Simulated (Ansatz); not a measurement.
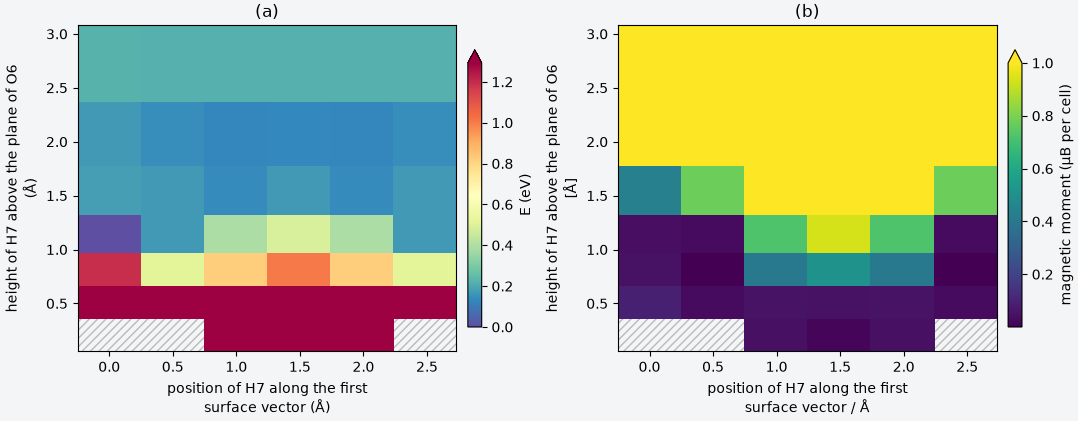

H on a MgO(100) slab cut from the Fm-3m phase, its upper half relaxed before the scan (6 atoms of substrate and one adsorbate in a 1 × 1 cell). H is moved along a line over the surface and along the normal, above a rigid substrate. Coordinates scanned: (1) position of H7 along the first surface vector, from above O6; (2) height of H7 above the plane of O6. The scan uses a 6 × 7 grid; 26 points were computed and 13 follow by symmetry. At 3 points there is no value (left out of the scan, as a rule where atoms come close). Points are written as (first, second). All energies are given in eV relative to the lowest grid point. All numbers below come from DFT PBEsol, scalar-relativistic, plane waves, PAW (Ansatz). Settings: cutoff 420 eV, k-mesh 9×9×1, gaussian smearing 0.05 eV, spin-polarised.

Panel (a) is the energy; panel (b) is the computed magnetic moment, in μB per cell.

In the figure: one coloured cell a grid point, one colour for all values above the top of the scale, hatched blanks where no value was computed.

### How does the magnetic moment vary over the map, and what is it at the lowest grid point?

Leaving out the highest fifth of the energies, it runs from 0.00 μB per cell at (0.50 Å, 0.82 Å) [nearest 1 O at 0.96 Å] to 1.00 μB per cell at (0.00 Å, 2.03 Å) [nearest 1 O at 2.03 Å]. At the lowest grid point, (0.00 Å, 1.13 Å) [nearest 1 O at 1.13 Å], it is 0.04 μB per cell.

PAW datasets: the set soft_1.
